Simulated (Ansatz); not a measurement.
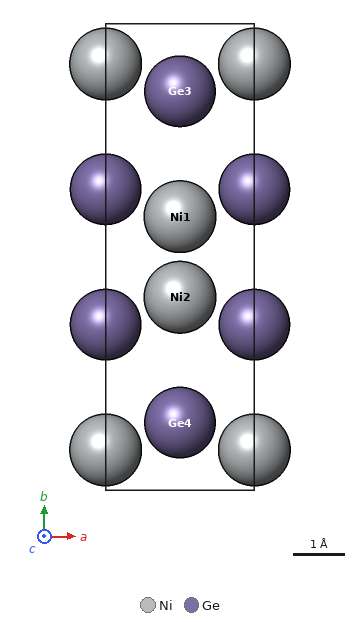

**Figure 1.** The starting structure (spheres-only view of the cell 2 times as large as that of the calculation, set on its symmetry axes, along the c axis; atoms are numbered from 1 in the order of the input). An atom can appear more than once, as a periodic image.

Geometry relaxation, with input and output: NiGe (part 1 of 2)

The run: geometry relaxation of NiGe (Cmcm, 4 atoms in the cell). Method and program: DFT PBEsol, scalar-relativistic, plane waves, PAW, no spin polarisation (Ansatz 0.2.0).

The structure was made by swapping elements on the sites of another compound; it need not be a known phase. It belongs to a series of runs on one base structure; here: Ba -> Ni on all its sites, cell and atoms relaxed. Figures and captions count atoms from 1; the log counts them from 0 in places.

### The input
```yaml
crystal:
  lattice:
    - [1.467378826, -4.603474469, 0.0]
    - [1.467378826, 4.603474469, 0.0]
    - [0.0, 0.0, 3.8001433276]
  atoms:
    - { symbol: Ni, position: [0.9136212307, 0.0863787693, 0.75] }
    - { symbol: Ni, position: [0.0863787693, 0.9136212307, 0.25] }
    - { symbol: Ge, position: [0.645019287, 0.354980713, 0.75] }
    - { symbol: Ge, position: [0.354980713, 0.645019287, 0.25] }
basis:
  ecutwfc: 420
kpoints:
  mp_grid: { grid: [16, 16, 12] }
hamiltonian:
  xc: pbesol
scf:
  occupations: { method: gaussian, width: 0.1 }
output:
  forces: true
  stress: true
  eigenvalues: true
relax:
  adjacent_minimum: "off"
  f_tol: 0.01
  max_steps: 60
  cell: { stress_tol: 0.1 }
```

Machine: 1 thread of Arm Neoverse V1, 24 GiB of memory available, shared host.

Run as:
```bash
ansatz run input.yaml --threads 1 --pin off --max-ram 2560MiB --backend cpu --events-out ev --progress --plain --runs-dir out
```

### Log
```
Engine: ansatz 0.2.0, aarch64-unknown-linux-gnu
Pseudopotentials: kind: paw
Pseudopotential: Ni, paw, valence charge 18, recommended cutoff 420 eV (normal), Ni.paw.azcp
Pseudopotential: Ge, paw, valence charge 14, recommended cutoff 420 eV (normal), Ge.paw.azcp
Functional definition: PBEsol
  exchange = pbesol_x
  correlation = pbesol_c
Crystal: 4 atoms, lattice volume = 51.340 Å³
Basis set: ecut = 420 eV, 1007 PW (Γ), exchange–correlation on 72×72×54 points (8 copies of the dense FFT grid, shifted against one another)
Bands: 39, of which v1, the nominal top of the filled ones, is band 32 counted from 1 (31 counted from 0)
Symmetry: 8 space group operations
Space group: Cmcm (ITA 63), of the structure as read, at distance tolerance 3.7e-5 Å
k-points: 511 of 3072
Non-local potential: Ni, projectors of the file, l = 0: 3, l = 1: 2, l = 2: 3, l = 3: 1
Non-local potential: Ge, projectors of the file, l = 0: 2, l = 1: 2, l = 2: 3, l = 3: 1
PAW form: soft (Blöchl's): semilocal exchange-correlation on the pseudo side does not see the compensation charge
PAW frozen core: Ni, regenerated for the run's functional, and the local potential with it (the file was generated under x = pbe(κ = 0.804, μ = 0.2195149727645171), c = pbe(β = 0.06672455060314922))
PAW frozen core: Ge, regenerated for the run's functional, and the local potential with it (the file was generated under x = pbe(κ = 0.804, μ = 0.2195149727645171), c = pbe(β = 0.06672455060314922))
PAW one-centre angular grid: Ni, 590 points (default); XC on 64 Gauss nodes
PAW one-centre angular grid: Ge, 590 points (default); XC on 64 Gauss nodes
Initial density: superposition of atomic densities (neutral atoms: chi_scale 0, normalization atom), corrected by the library's trained network
Initial wavefunctions: pseudopotential atomic-orbital guess
Functional: x = pbesol(κ = 0.804, μ = 0.12345679012345678), c = pbesol(β = 0.046)
SCF iter   1: F=—  HF=-20117.892868 eV  |F-HF|=—  |Δ(HF+E_count)|=         —  Δρ=1.78e-2  dr2=9.05e-2  ethr=1.77e-3  ⟨swp⟩=5.4  Hψ=65825  notcnv=0  defer=92
preconditioner: auto → Kerker (q_TF=auto, 2.830 Å⁻¹)  [metal: Δε(μ)=0.004 eV  Ē_g=17.152 eV  σ=0.100 eV  W_gap=0.02  n_scr=22 (ndim 8)  ℏωp=35.9 eV  f_vac=0.000  D(μ)=2.01/eV (n_scr^D=12)]
SCF iter   2: F=—  HF=-20117.881475 eV  |F-HF|=—  |Δ(HF+E_count)|=   1.14e-2  Δρ=5.00e-3  dr2=7.83e-3  ethr=1.41e-4  ⟨swp⟩=2.9  Hψ=38476  notcnv=0  defer=681
SCF iter   3: F=—  HF=-20117.880624 eV  |F-HF|=—  |Δ(HF+E_count)|=   8.51e-4  Δρ=1.30e-3  dr2=6.62e-4  ethr=1.22e-5  ⟨swp⟩=1.2  Hψ=19123  notcnv=0  defer=681
SCF iter   4: F=—  HF=-20117.880503 eV  |F-HF|=—  |Δ(HF+E_count)|=   1.21e-4  Δρ=2.37e-4  dr2=4.16e-5  ethr=1.03e-6  ⟨swp⟩=2.6  Hψ=33168  notcnv=0  defer=681
SCF iter   5: F=—  HF=-20117.880511 eV  |F-HF|=—  |Δ(HF+E_count)|=   7.98e-6  Δρ=1.71e-4  dr2=1.74e-5  ethr=6.50e-8  ⟨swp⟩=2.0  Hψ=30853  notcnv=0  defer=681
SCF iter   6: F=—  HF=-20117.880508 eV  |F-HF|=—  |Δ(HF+E_count)|=   2.89e-6  Δρ=4.18e-5  dr2=1.69e-6  ethr=2.72e-8  ⟨swp⟩=2.7  Hψ=31541  notcnv=0  defer=681
SCF iter   7: F=—  HF=-20117.880507 eV  |F-HF|=—  |Δ(HF+E_count)|=   5.05e-7  Δρ=1.18e-5  dr2=1.42e-7  ethr=2.64e-9  ⟨swp⟩=2.1  Hψ=25169  notcnv=0  defer=681
SCF iter   8: F=-20117.880507 eV  HF=-20117.880507 eV  |F-HF|=5.69e-9  |Δ(HF+E_count)|=   4.56e-8  Δρ=4.18e-6  dr2=1.13e-8  ethr=1.56e-10  ⟨swp⟩=7.6  Hψ=82947  notcnv=0
SCF 1 converged in 8 iterations: F = -20117.880507 eV  dr2 = 1.13e-8
  greatest PAW one-centre occupation: 1.001 electrons in one spin orbital (limit 2), on the Ni atom at site 1 (counted from 0), in its partial waves of l = 1
relax step   1: F+E_penalty+E_count = -20117.88050737 eV  Δ(F+E_penalty+E_count) = +0.000e0 eV  max|allowed force component| = 6.256e-2 eV/Å  Δτ_max = 0.0000 Å  P = +0.053 GPa  Ω = 51.340 Å³  (8 SCF iters, dr2 threshold 1.00e-7 eV, accepted)
Crystal: 4 atoms, lattice volume = 51.411 Å³
Basis set: ecut = 420 eV, 999 PW (Γ), exchange–correlation on 72×72×54 points (8 copies of the dense FFT grid, shifted against one another)
Initial density: handed on by an earlier stage of this run
Initial wavefunctions: those handed on with the density
iter 1 solved again at ethr=3.65e-7 eV; its pass at ethr=3.10e-3 eV (dr2=2.33e-4 eV) is discarded
SCF iter   1: F=—  HF=-20117.882600 eV  |F-HF|=—  |Δ(HF+E_count)|=         —  Δρ=7.32e-4  dr2=2.37e-4  ethr=3.65e-7  ⟨swp⟩=2.9  Hψ=90643  notcnv=0
preconditioner: auto → Kerker (q_TF=auto, 2.830 Å⁻¹)  [metal: Δε(μ)=0.006 eV  Ē_g=17.179 eV  σ=0.100 eV  W_gap=0.04  n_scr=22 (ndim 8)  ℏωp=35.9 eV  f_vac=0.000  D(μ)=1.88/eV (n_scr^D=12)]
SCF iter   2: F=—  HF=-20117.882569 eV  |F-HF|=—  |Δ(HF+E_count)|=   3.13e-5  Δρ=4.07e-4  dr2=9.94e-5  ethr=3.65e-7  ⟨swp⟩=1.0  Hψ=19929  notcnv=0
SCF iter   3: F=—  HF=-20117.882542 eV  |F-HF|=—  |Δ(HF+E_count)|=   2.72e-5  Δρ=7.15e-5  dr2=4.54e-6  ethr=1.55e-7  ⟨swp⟩=2.1  Hψ=25017  notcnv=0
SCF iter   4: F=—  HF=-20117.882541 eV  |F-HF|=—  |Δ(HF+E_count)|=   1.08e-6  Δρ=3.76e-5  dr2=4.91e-7  ethr=7.10e-9  ⟨swp⟩=2.2  Hψ=31172  notcnv=0
iter 5 did not close the SCF: its close was put off for the readings that it lacked (scf_convergence_deferred on its scf_iter line)
SCF iter   5: F=-20117.882541 eV  HF=-20117.882541 eV  |F-HF|=4.93e-8  |Δ(HF+E_count)|=   1.11e-7  Δρ=1.08e-5  dr2=5.83e-8  ethr=7.67e-10  ⟨swp⟩=2.0  Hψ=33092  notcnv=0
SCF iter   6: F=-20117.882541 eV  HF=-20117.882541 eV  |F-HF|=9.20e-9  |Δ(HF+E_count)|=   1.20e-8  Δρ=4.17e-6  dr2=8.91e-9  ethr=9.10e-11  ⟨swp⟩=2.1  Hψ=64216  notcnv=0
SCF 2 converged in 6 iterations: F = -20117.882541 eV  dr2 = 8.91e-9
relax step   2: F+E_penalty+E_count = -20117.88254076 eV  Δ(F+E_penalty+E_count) = -2.033e-3 eV  max|allowed force component| = 2.049e-2 eV/Å  Δτ_max = 0.0041 Å  P = -0.055 GPa  Ω = 51.411 Å³  energy of the carried Pulay correction = -2.291e-5 eV  (6 SCF iters, dr2 threshold 4.00e-7 eV, accepted)
Crystal: 4 atoms, lattice volume = 51.366 Å³
Basis set: ecut = 420 eV, 991 PW (Γ), exchange–correlation on 72×72×54 points (8 copies of the dense FFT grid, shifted against one another)
iter 1 solved again at ethr=6.69e-7 eV; its pass at ethr=3.10e-3 eV (dr2=4.28e-4 eV) is discarded
SCF iter   1: F=—  HF=-20117.883909 eV  |F-HF|=—  |Δ(HF+E_count)|=         —  Δρ=1.13e-3  dr2=4.34e-4  ethr=6.69e-7  ⟨swp⟩=2.6  Hψ=101243  notcnv=0
preconditioner: auto → Kerker (q_TF=auto, 2.830 Å⁻¹)  [metal: Δε(μ)=0.003 eV  Ē_g=17.180 eV  σ=0.100 eV  W_gap=0.02  n_scr=22 (ndim 8)  ℏωp=35.9 eV  f_vac=0.000  D(μ)=1.80/eV (n_scr^D=12)]
SCF iter   2: F=—  HF=-20117.883820 eV  |F-HF|=—  |Δ(HF+E_count)|=   8.98e-5  Δρ=6.50e-4  dr2=1.90e-4  ethr=6.69e-7  ⟨swp⟩=1.0  Hψ=19929  notcnv=0
SCF iter   3: F=—  HF=-20117.883762 eV  |F-HF|=—  |Δ(HF+E_count)|=   5.75e-5  Δρ=9.60e-5  dr2=5.05e-6  ethr=2.97e-7  ⟨swp⟩=2.0  Hψ=25233  notcnv=0
iter 4 did not close the SCF: its close was put off for the readings that it lacked (scf_convergence_deferred on its scf_iter line)
SCF iter   4: F=-20117.883761 eV  HF=-20117.883761 eV  |F-HF|=2.38e-7  |Δ(HF+E_count)|=   8.19e-7  Δρ=2.92e-5  dr2=2.64e-7  ethr=7.88e-9  ⟨swp⟩=2.0  Hψ=31856  notcnv=0
iter 5 did not close the SCF: its close was put off for the readings that it lacked (scf_convergence_deferred on its scf_iter line)
SCF iter   5: F=-20117.883761 eV  HF=-20117.883761 eV  |F-HF|=7.27e-8  |Δ(HF+E_count)|=   6.82e-8  Δρ=1.13e-5  dr2=4.54e-8  ethr=4.13e-10  ⟨swp⟩=2.3  Hψ=31127  notcnv=0
SCF iter   6: F=-20117.883761 eV  HF=-20117.883761 eV  |F-HF|=2.65e-9  |Δ(HF+E_count)|=   3.15e-8  Δρ=3.69e-6  dr2=6.30e-9  ethr=7.10e-11  ⟨swp⟩=2.4  Hψ=65439  notcnv=0
SCF 3 converged in 6 iterations: F = -20117.883761 eV  dr2 = 6.30e-9
relax step   3: F+E_penalty+E_count = -20117.88376111 eV  Δ(F+E_penalty+E_count) = -1.220e-3 eV  max|allowed force component| = 3.713e-2 eV/Å  Δτ_max = 0.0028 Å  P = +0.132 GPa  Ω = 51.366 Å³  energy of the carried Pulay correction = -8.295e-6 eV  (6 SCF iters, dr2 threshold 4.00e-7 eV, accepted)
Crystal: 4 atoms, lattice volume = 51.479 Å³
iter 1 solved again at ethr=3.77e-7 eV; its pass at ethr=3.10e-3 eV (dr2=2.41e-4 eV) is discarded
SCF iter   1: F=—  HF=-20117.883923 eV  |F-HF|=—  |Δ(HF+E_count)|=         —  Δρ=5.33e-4  dr2=2.27e-4  ethr=3.77e-7  ⟨swp⟩=2.0  Hψ=84859  notcnv=0
preconditioner: auto → Kerker (q_TF=auto, 2.829 Å⁻¹)  [metal: Δε(μ)=0.002 eV  Ē_g=17.170 eV  σ=0.100 eV  W_gap=0.01  n_scr=22 (ndim 8)  ℏωp=35.9 eV  f_vac=0.000  D(μ)=1.80/eV (n_scr^D=12)]
SCF iter   2: F=—  HF=-20117.883889 eV  |F-HF|=—  |Δ(HF+E_count)|=   3.41e-5  Δρ=3.23e-4  dr2=1.01e-4  ethr=3.55e-7  ⟨swp⟩=1.0  Hψ=19929  notcnv=0
SCF iter   3: F=—  HF=-20117.883857 eV  |F-HF|=—  |Δ(HF+E_count)|=   3.22e-5  Δρ=5.30e-5  dr2=1.29e-6  ethr=1.58e-7  ⟨swp⟩=2.0  Hψ=26067  notcnv=0
SCF iter   4: F=—  HF=-20117.883863 eV  |F-HF|=—  |Δ(HF+E_count)|=   6.43e-6  Δρ=2.52e-5  dr2=2.56e-7  ethr=2.02e-9  ⟨swp⟩=2.0  Hψ=31962  notcnv=0
iter 5 did not close the SCF: its close was put off for the readings that it lacked (scf_convergence_deferred on its scf_iter line)
SCF iter   5: F=-20117.883863 eV  HF=-20117.883863 eV  |F-HF|=4.00e-8  |Δ(HF+E_count)|=   1.13e-7  Δρ=7.34e-6  dr2=4.33e-8  ethr=4.00e-10  ⟨swp⟩=2.0  Hψ=31669  notcnv=0
SCF iter   6: F=-20117.883863 eV  HF=-20117.883863 eV  |F-HF|=8.64e-9  |Δ(HF+E_count)|=   1.49e-8  Δρ=4.42e-6  dr2=1.09e-8  ethr=6.76e-11  ⟨swp⟩=2.9  Hψ=74817  notcnv=0
SCF 4 converged in 6 iterations: F = -20117.883863 eV  dr2 = 1.09e-8
relax step   4: F+E_penalty+E_count = -20117.88386321 eV  Δ(F+E_penalty+E_count) = -1.021e-4 eV  max|allowed force component| = 6.358e-3 eV/Å  Δτ_max = 0.0031 Å  P = -0.166 GPa  Ω = 51.479 Å³  energy of the carried Pulay correction = -4.453e-5 eV  (6 SCF iters, dr2 threshold 8.62e-8 eV, accepted)
Crystal: 4 atoms, lattice volume = 51.399 Å³
iter 1 solved again at ethr=6.43e-8 eV; its pass at ethr=3.10e-3 eV (dr2=4.12e-5 eV) is discarded
SCF iter   1: F=—  HF=-20117.883925 eV  |F-HF|=—  |Δ(HF+E_count)|=         —  Δρ=1.98e-4  dr2=4.28e-5  ethr=6.43e-8  ⟨swp⟩=2.0  Hψ=82870  notcnv=0
preconditioner: auto → Kerker (q_TF=auto, 2.830 Å⁻¹)  [metal: Δε(μ)=0.004 eV  Ē_g=17.178 eV  σ=0.100 eV  W_gap=0.02  n_scr=22 (ndim 8)  ℏωp=35.9 eV  f_vac=0.000  D(μ)=1.80/eV (n_scr^D=12)]
SCF iter   2: F=—  HF=-20117.883926 eV  |F-HF|=—  |Δ(HF+E_count)|=   7.46e-7  Δρ=1.16e-4  dr2=1.89e-5  ethr=6.43e-8  ⟨swp⟩=1.0  Hψ=19929  notcnv=0
SCF iter   3: F=—  HF=-20117.883922 eV  |F-HF|=—  |Δ(HF+E_count)|=   4.46e-6  Δρ=4.25e-5  dr2=1.26e-6  ethr=2.95e-8  ⟨swp⟩=2.0  Hψ=24837  notcnv=0
iter 4 did not close the SCF: its close was put off for the readings that it lacked (scf_convergence_deferred on its scf_iter line)
SCF iter   4: F=-20117.883922 eV  HF=-20117.883922 eV  |F-HF|=3.55e-8  |Δ(HF+E_count)|=   2.00e-7  Δρ=1.40e-5  dr2=7.24e-8  ethr=1.97e-9  ⟨swp⟩=2.8  Hψ=32623  notcnv=0
iter 5 did not close the SCF: its close was put off for the readings that it lacked (scf_convergence_deferred on its scf_iter line)
SCF iter   5: F=-20117.883922 eV  HF=-20117.883922 eV  |F-HF|=9.20e-9  |Δ(HF+E_count)|=   1.82e-8  Δρ=4.45e-6  dr2=9.14e-9  ethr=1.13e-10  ⟨swp⟩=2.7  Hψ=37007  notcnv=0
SCF iter   6: F=-20117.883922 eV  HF=-20117.883922 eV  |F-HF|=2.80e-9  |Δ(HF+E_count)|=   2.60e-9  Δρ=2.30e-6  dr2=2.23e-9  ethr=1.43e-11  ⟨swp⟩=2.1  Hψ=63508  notcnv=0
SCF 5 converged in 6 iterations: F = -20117.883922 eV  dr2 = 2.23e-9
relax step   5: F+E_penalty+E_count = -20117.88392156 eV  Δ(F+E_penalty+E_count) = -5.835e-5 eV  max|allowed force component| = 7.045e-3 eV/Å  Δτ_max = 0.0007 Å  P = +0.072 GPa  Ω = 51.399 Å³  energy of the carried Pulay correction = -1.881e-5 eV  (6 SCF iters, dr2 threshold 9.13e-8 eV, accepted)
Initial wavefunctions: pseudopotential atomic-orbital guess (no wavefunctions were taken with the density)
iter 1 solved again at ethr=3.75e-8 eV; its pass at ethr=3.10e-3 eV (dr2=2.40e-5 eV) is discarded
SCF iter   1: F=—  HF=-20117.883915 eV  |F-HF|=—  |Δ(HF+E_count)|=         —  Δρ=2.97e-4  dr2=9.46e-7  ethr=3.75e-8  ⟨swp⟩=3.0  Hψ=123043  notcnv=0
preconditioner: auto → Kerker (q_TF=auto, 2.830 Å⁻¹)  [metal: Δε(μ)=0.004 eV  Ē_g=17.179 eV  σ=0.100 eV  W_gap=0.02  n_scr=22 (ndim 8)  ℏωp=35.9 eV  f_vac=0.000  D(μ)=1.80/eV (n_scr^D=12)]
SCF iter   2: F=—  HF=-20117.883933 eV  |F-HF|=—  |Δ(HF+E_count)|=   1.83e-5  Δρ=1.51e-4  dr2=2.48e-7  ethr=1.48e-9  ⟨swp⟩=1.2  Hψ=20020  notcnv=0
SCF iter   3: F=—  HF=-20117.883937 eV  |F-HF|=—  |Δ(HF+E_count)|=   3.62e-6  Δρ=2.60e-6  dr2=1.76e-9  ethr=3.87e-10  ⟨swp⟩=1.0  Hψ=19934  notcnv=0
iter 4 did not close the SCF: its close was put off for the readings that it lacked (scf_convergence_deferred on its scf_iter line)
SCF iter   4: F=-20117.883937 eV  HF=-20117.883937 eV  |F-HF|=6.18e-11  |Δ(HF+E_count)|=  5.93e-10  Δρ=5.00e-7  dr2=1.29e-10  ethr=2.74e-12  ⟨swp⟩=2.0  Hψ=36189  notcnv=0
iter 5 did not close the SCF: its close was put off for the readings that it lacked (scf_convergence_deferred on its scf_iter line)
SCF iter   5: F=-20117.883937 eV  HF=-20117.883937 eV  |F-HF|=2.91e-11  |Δ(HF+E_count)|=  3.64e-12  Δρ=1.92e-7  dr2=3.17e-11  ethr=1.00e-12  ⟨swp⟩=1.0  Hψ=19929  notcnv=0
iter 6 did not close the SCF: its close was put off for the readings that it lacked (scf_convergence_deferred on its scf_iter line)
SCF iter   6: F=-20117.883937 eV  HF=-20117.883937 eV  |F-HF|=1.09e-11  |Δ(HF+E_count)|=  7.28e-12  Δρ=1.00e-7  dr2=7.27e-12  ethr=1.00e-12  ⟨swp⟩=1.0  Hψ=19929  notcnv=0
iter 7 did not close the SCF: its close was put off for the readings that it lacked (scf_convergence_deferred on its scf_iter line)
SCF iter   7: F=-20117.883937 eV  HF=-20117.883937 eV  |F-HF|=0.00e0  |Δ(HF+E_count)|=  3.64e-12  Δρ=3.82e-8  dr2=8.85e-13  ethr=1.00e-12  ⟨swp⟩=1.0  Hψ=19929  notcnv=0
SCF iter   8: F=-20117.883937 eV  HF=-20117.883937 eV  |F-HF|=0.00e0  |Δ(HF+E_count)|=  3.64e-12  Δρ=1.03e-8  dr2=6.44e-14  ethr=1.00e-12  ⟨swp⟩=1.9  Hψ=45176  notcnv=0
SCF 6 converged in 8 iterations: F = -20117.883937 eV  dr2 = 6.44e-14
relax step   6: F+E_penalty+E_count = -20117.88393682 eV  Δ(F+E_penalty+E_count) = -1.526e-5 eV  max|allowed force component| = 7.024e-3 eV/Å  Δτ_max = 0.0000 Å  P = +0.073 GPa  Ω = 51.399 Å³  stress off target by 8.52e-2 GPa  SCF on the basis re-selected at this cell (its energy is not comparable with the rows above)  (8 SCF iters)
```
